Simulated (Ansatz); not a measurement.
# Run report: C$_{7}$H$_{2}$, geometry relaxation (part 3 of 3)

The same run, continued: C$_{7}$H$_{2}$ (slab, 36 atoms in the cell); DFT, PBE, plane waves, PAW, no spin polarisation (Ansatz 0.2.0); cutoff 420 eV, 5×5×1 k-mesh, Gaussian smearing of 0.05 eV. The structure derives from an entry of the Crystallography Open Database. Some settings of this run were made unusual or wrong on purpose. The input holds or restrains some coordinates. Forces given for the steps count only the free coordinates.

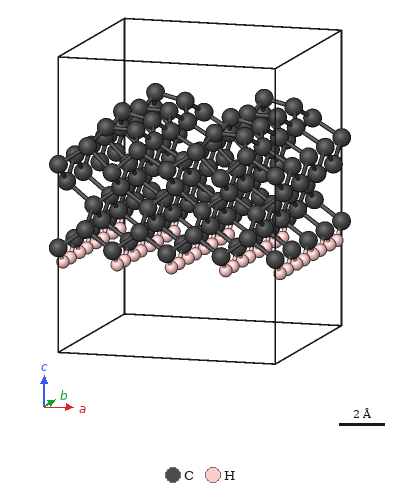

The geometry at step 3 of the log (ball-and-stick view of the 2 × 2 repeat of the cell, with the vacuum cut short, seen slightly off an axis).

### Output, continued
```
--- Relaxed structure (4 steps of the walk, 4 accepted, 0 SCFs on fresh bases) ---
  F+E_penalty+E_count = -7134.60095178 eV   max|allowed force component| = 2.062e-2 eV/Å
  atoms:
    - { symbol: C, position: [0.5, 0.5, 0.24668610490000004] }
    - { symbol: C, position: [0.5, 0.0, 0.24668610490000004] }
    - { symbol: C, position: [0.0, 0.5, 0.24668610490000004] }
    - { symbol: C, position: [0.0, 0.0, 0.24668610490000004] }
    - { symbol: C, position: [0.75, 0.5, 0.294028991] }
    - { symbol: C, position: [0.75, 0.0, 0.294028991] }
    - { symbol: C, position: [0.25, 0.5, 0.294028991] }
    - { symbol: C, position: [0.25, 0.0, 0.294028991] }
    - { symbol: C, position: [0.75, 0.75, 0.3413718772] }
    - { symbol: C, position: [0.75, 0.25, 0.3413718772] }
    - { symbol: C, position: [0.25, 0.75, 0.3413718772] }
    - { symbol: C, position: [0.25, 0.25, 0.3413718772] }
    - { symbol: C, position: [0.0018797818789376322, 0.75, 0.39477297681904083] }
    - { symbol: C, position: [0.0024288801393851996, 0.25, 0.39501467910868004] }
    - { symbol: C, position: [0.499020197914632, 0.75, 0.38751540547697355] }
    - { symbol: C, position: [0.49889506087804064, 0.25, 0.3882527230985036] }
    - { symbol: C, position: [0.0025824888434107947, -0.001720408673712613, 0.446957953008136] }
    - { symbol: C, position: [0.0025824888434107947, 0.5017204086737126, 0.446957953008136] }
    - { symbol: C, position: [0.49684216527983377, -0.0038600214463161376, 0.43427605082358933] }
    - { symbol: C, position: [0.49684216527983377, 0.5038600214463161, 0.43427605082358933] }
    - { symbol: C, position: [0.27191315754385, -0.002712681107774209, 0.4939872201320821] }
    - { symbol: C, position: [0.27191315754385, 0.5027126811077742, 0.4939872201320821] }
    - { symbol: C, position: [0.734049942661712, -0.0012472176182834523, 0.49004358257014036] }
    - { symbol: C, position: [0.734049942661712, 0.5012472176182835, 0.49004358257014036] }
    - { symbol: C, position: [0.3656536088916789, 0.25, 0.5293042088] }
    - { symbol: C, position: [0.36382971728506935, 0.75, 0.544044698] }
    - { symbol: C, position: [0.6400581975554742, 0.25, 0.525681112941636] }
    - { symbol: C, position: [0.6366327749987754, 0.75, 0.5267254975467021] }
    - { symbol: H, position: [0.5, 0.642297379, 0.2067119476] }
    - { symbol: H, position: [0.5, 0.357702621, 0.2067119476] }
    - { symbol: H, position: [0.5, 0.142297379, 0.2067119476] }
    - { symbol: H, position: [0.5, -0.142297379, 0.2067119476] }
    - { symbol: H, position: [0.0, 0.3577812996, 0.2066501452] }
    - { symbol: H, position: [0.0, 0.6422187004, 0.2066501452] }
    - { symbol: H, position: [0.0, -0.1422187004, 0.2066501452] }
    - { symbol: H, position: [0.0, 0.1422187004, 0.2066501452] }
```

### Trajectory as extended XYZ (Å, eV, eV/Å), 4 frames, from step=1 to step=4
```
36
Lattice="5.0508 0.0000 0.0000 0.0000 5.0508 0.0000 0.0000 0.0000 18.8596" Properties=species:S:1:pos:R:3:forces:R:3 step=1 energy=-7134.52830
C     2.5254    2.5254    4.6524   -0.0066  -0.0049   1.8310
C     2.5254    0.0000    4.6524   -0.0066   0.0049   1.8310
C     0.0000    2.5254    4.6524    0.0072  -0.0130   1.6662
C     0.0000    0.0000    4.6524    0.0072   0.0130   1.6662
C     3.7881    2.5254    5.5453    0.5592   0.0003  -1.3799
C     3.7881    0.0000    5.5453    0.5592  -0.0003  -1.3799
C     1.2627    2.5254    5.5453   -0.5497  -0.0029  -1.4237
C     1.2627    0.0000    5.5453   -0.5497   0.0029  -1.4237
C     3.7881    3.7881    6.4381    0.5596   0.0000   0.6182
C     3.7881    1.2627    6.4381    0.4406   0.0000   1.0435
C     1.2627    3.7881    6.4381   -0.6022   0.0000   0.5255
C     1.2627    1.2627    6.4381   -0.4125   0.0000   0.8944
C     0.0050    3.7881    7.4312    0.0320   0.0000   0.0135
C     0.0099    1.2627    7.4392   -0.0014   0.0000  -0.0113
C     2.5220    3.7881    7.2905    0.0669   0.0000   0.1167
C     2.5222    1.2627    7.3105   -0.0229   0.0000   0.0491
C     0.0087   -0.0136    8.4079    0.0403   0.1234   0.1097
C     0.0087    2.5390    8.4079    0.0403  -0.1234   0.1097
C     2.5132   -0.0298    8.1659   -0.2185   0.4355   0.3555
C     2.5132    2.5552    8.1659   -0.2185  -0.4355   0.3555
C     1.3650   -0.0231    9.2724    0.4656   0.4755   0.9539
C     1.3650    2.5485    9.2724    0.4656  -0.4755   0.9539
C     3.7049   -0.0095    9.2202    0.0257   0.0024   0.0615
C     3.7049    2.5349    9.2202    0.0257  -0.0024   0.0615
C     1.8482    1.2627    9.9825   -0.4733   0.0000  -2.3431
C     1.8319    3.7881   10.2605   -0.1064   0.0000  -5.5237
C     3.2300    1.2627    9.8822   -0.0605   0.0000   0.1346
C     3.2095    3.7881    9.9147   -0.0723   0.0000   0.0467
H     2.5254    3.2441    3.8985    0.0018   0.0033   0.0082
H     2.5254    1.8067    3.8985    0.0006  -0.0029   0.0086
H     2.5254    0.7187    3.8985    0.0006   0.0029   0.0086
H     2.5254   -0.7187    3.8985    0.0018  -0.0033   0.0082
H     0.0000    1.8071    3.8973    0.0003   0.0004   0.0122
H     0.0000    3.2437    3.8973    0.0000   0.0020   0.0140
H     0.0000   -0.7183    3.8973    0.0000  -0.0020   0.0140
H     0.0000    0.7183    3.8973    0.0003  -0.0004   0.0122
36
Lattice="5.0508 0.0000 0.0000 0.0000 5.0508 0.0000 0.0000 0.0000 18.8596" Properties=species:S:1:pos:R:3:forces:R:3 step=2 energy=-7134.59030
C     2.5254    2.5254    4.6524   -0.0093  -0.0046   1.8342
C     2.5254    0.0000    4.6524   -0.0093   0.0046   1.8342
C     0.0000    2.5254    4.6524    0.0094  -0.0123   1.6713
C     0.0000    0.0000    4.6524    0.0094   0.0123   1.6713
C     3.7881    2.5254    5.5453    0.5386   0.0067  -1.3133
C     3.7881    0.0000    5.5453    0.5386  -0.0067  -1.3133
C     1.2627    2.5254    5.5453   -0.5344   0.0050  -1.3660
C     1.2627    0.0000    5.5453   -0.5344  -0.0050  -1.3660
C     3.7881    3.7881    6.4381    0.4832   0.0000   0.9770
C     3.7881    1.2627    6.4381    0.4021   0.0000   1.2560
C     1.2627    3.7881    6.4381   -0.5168   0.0000   0.8141
C     1.2627    1.2627    6.4381   -0.3981   0.0000   1.0413
C     0.0067    3.7881    7.4408    0.0715   0.0000  -0.0008
C     0.0107    1.2627    7.4448    0.0348   0.0000   0.0433
C     2.5214    3.7881    7.3049   -0.0461   0.0000  -0.0304
C     2.5209    1.2627    7.3172   -0.0588   0.0000   0.0955
C     0.0127   -0.0099    8.4230   -0.1054   0.0363  -0.0202
C     0.0127    2.5353    8.4230   -0.1054  -0.0363  -0.0202
C     2.5077   -0.0226    8.1846    0.0141   0.1324  -0.0098
C     2.5077    2.5480    8.1846    0.0141  -0.1324  -0.0098
C     1.3665   -0.0158    9.2992    0.2517   0.1350   0.4047
C     1.3665    2.5412    9.2992    0.2517  -0.1350   0.4047
C     3.7061   -0.0071    9.2351   -0.0424  -0.0122   0.0232
C     3.7061    2.5325    9.2351   -0.0424   0.0122   0.0232
C     1.8452    1.2627    9.9825   -0.2380   0.0000  -1.6918
C     1.8310    3.7881   10.2605   -0.0128   0.0000  -5.2025
C     3.2281    1.2627    9.9007    0.0469   0.0000   0.1051
C     3.2096    3.7881    9.9257   -0.0160   0.0000   0.0551
H     2.5254    3.2441    3.8985    0.0025   0.0037   0.0085
H     2.5254    1.8067    3.8985    0.0015  -0.0035   0.0081
H     2.5254    0.7187    3.8985    0.0015   0.0035   0.0081
H     2.5254   -0.7187    3.8985    0.0025  -0.0037   0.0085
H     0.0000    1.8071    3.8973   -0.0011   0.0000   0.0123
H     0.0000    3.2437    3.8973   -0.0009   0.0019   0.0148
H     0.0000   -0.7183    3.8973   -0.0009  -0.0019   0.0148
H     0.0000    0.7183    3.8973   -0.0011   0.0000   0.0123
36
Lattice="5.0508 0.0000 0.0000 0.0000 5.0508 0.0000 0.0000 0.0000 18.8596" Properties=species:S:1:pos:R:3:forces:R:3 step=3 energy=-7134.60050
C     2.5254    2.5254    4.6524   -0.0100  -0.0046   1.8351
C     2.5254    0.0000    4.6524   -0.0100   0.0046   1.8351
C     0.0000    2.5254    4.6524    0.0096  -0.0137   1.6730
C     0.0000    0.0000    4.6524    0.0096   0.0137   1.6730
C     3.7881    2.5254    5.5453    0.5369   0.0065  -1.2821
C     3.7881    0.0000    5.5453    0.5369  -0.0065  -1.2821
C     1.2627    2.5254    5.5453   -0.5324   0.0041  -1.3408
C     1.2627    0.0000    5.5453   -0.5324  -0.0041  -1.3408
C     3.7881    3.7881    6.4381    0.4749   0.0000   1.0859
C     3.7881    1.2627    6.4381    0.3892   0.0000   1.3565
C     1.2627    3.7881    6.4381   -0.4911   0.0000   0.9163
C     1.2627    1.2627    6.4381   -0.3931   0.0000   1.1381
C     0.0093    3.7881    7.4454    0.0032   0.0000   0.0171
C     0.0119    1.2627    7.4496    0.0073   0.0000   0.0328
C     2.5205    3.7881    7.3084   -0.0076   0.0000   0.0006
C     2.5199    1.2627    7.3214   -0.0028   0.0000   0.0428
C     0.0131   -0.0087    8.4307   -0.0453   0.0059  -0.0493
C     0.0131    2.5341    8.4307   -0.0453  -0.0059  -0.0493
C     2.5089   -0.0197    8.1904    0.0284   0.0090  -0.0320
C     2.5089    2.5451    8.1904    0.0284  -0.0090  -0.0320
C     1.3727   -0.0133    9.3140   -0.0090  -0.0266   0.0633
C     1.3727    2.5387    9.3140   -0.0090   0.0266   0.0633
C     3.7065   -0.0062    9.2436   -0.0012  -0.0047  -0.0248
C     3.7065    2.5316    9.2436   -0.0012   0.0047  -0.0248
C     1.8447    1.2627    9.9825   -0.0050   0.0000  -1.3507
C     1.8350    3.7881   10.2605    0.0141   0.0000  -5.0289
C     3.2298    1.2627    9.9145    0.0487   0.0000   0.0084
C     3.2133    3.7881    9.9344    0.0046   0.0000   0.0083
H     2.5254    3.2441    3.8985    0.0025   0.0039   0.0086
H     2.5254    1.8067    3.8985    0.0013  -0.0038   0.0080
H     2.5254    0.7187    3.8985    0.0013   0.0038   0.0080
H     2.5254   -0.7187    3.8985    0.0025  -0.0039   0.0086
H     0.0000    1.8071    3.8973   -0.0011  -0.0001   0.0122
H     0.0000    3.2437    3.8973   -0.0008   0.0019   0.0153
H     0.0000   -0.7183    3.8973   -0.0008  -0.0019   0.0153
H     0.0000    0.7183    3.8973   -0.0011   0.0001   0.0122
36
Lattice="5.0508 0.0000 0.0000 0.0000 5.0508 0.0000 0.0000 0.0000 18.8596" Properties=species:S:1:pos:R:3:forces:R:3 step=4 energy=-7134.60095
C     2.5254    2.5254    4.6524   -0.0102  -0.0048   1.8349
C     2.5254    0.0000    4.6524   -0.0102   0.0048   1.8349
C     0.0000    2.5254    4.6524    0.0098  -0.0142   1.6730
C     0.0000    0.0000    4.6524    0.0098   0.0142   1.6730
C     3.7881    2.5254    5.5453    0.5358   0.0058  -1.2802
C     3.7881    0.0000    5.5453    0.5358  -0.0058  -1.2802
C     1.2627    2.5254    5.5453   -0.5305   0.0034  -1.3392
C     1.2627    0.0000    5.5453   -0.5305  -0.0034  -1.3392
C     3.7881    3.7881    6.4381    0.4744   0.0000   1.0803
C     3.7881    1.2627    6.4381    0.3877   0.0000   1.3617
C     1.2627    3.7881    6.4381   -0.4891   0.0000   0.9117
C     1.2627    1.2627    6.4381   -0.3874   0.0000   1.1448
C     0.0095    3.7881    7.4453    0.0089   0.0000   0.0035
C     0.0123    1.2627    7.4498    0.0106   0.0000   0.0087
C     2.5205    3.7881    7.3084   -0.0067   0.0000  -0.0015
C     2.5198    1.2627    7.3223   -0.0041   0.0000   0.0037
C     0.0130   -0.0087    8.4295   -0.0206  -0.0006  -0.0078
C     0.0130    2.5341    8.4295   -0.0206   0.0006  -0.0078
C     2.5095   -0.0195    8.1903    0.0130  -0.0035  -0.0127
C     2.5095    2.5449    8.1903    0.0130   0.0035  -0.0127
C     1.3734   -0.0137    9.3164    0.0051  -0.0109   0.0054
C     1.3734    2.5391    9.3164    0.0051   0.0109   0.0054
C     3.7076   -0.0063    9.2420   -0.0061   0.0007  -0.0064
C     3.7076    2.5317    9.2420   -0.0061  -0.0007  -0.0064
C     1.8469    1.2627    9.9825    0.0105   0.0000  -1.3333
C     1.8376    3.7881   10.2605   -0.0053   0.0000  -5.0146
C     3.2328    1.2627    9.9141    0.0017   0.0000   0.0069
C     3.2155    3.7881    9.9338    0.0021   0.0000   0.0061
H     2.5254    3.2441    3.8985    0.0025   0.0038   0.0086
H     2.5254    1.8067    3.8985    0.0014  -0.0038   0.0080
H     2.5254    0.7187    3.8985    0.0014   0.0038   0.0080
H     2.5254   -0.7187    3.8985    0.0025  -0.0038   0.0086
H     0.0000    1.8071    3.8973   -0.0012  -0.0001   0.0121
H     0.0000    3.2437    3.8973   -0.0008   0.0019   0.0154
H     0.0000   -0.7183    3.8973   -0.0008  -0.0019   0.0154
H     0.0000    0.7183    3.8973   -0.0012   0.0001   0.0121
```
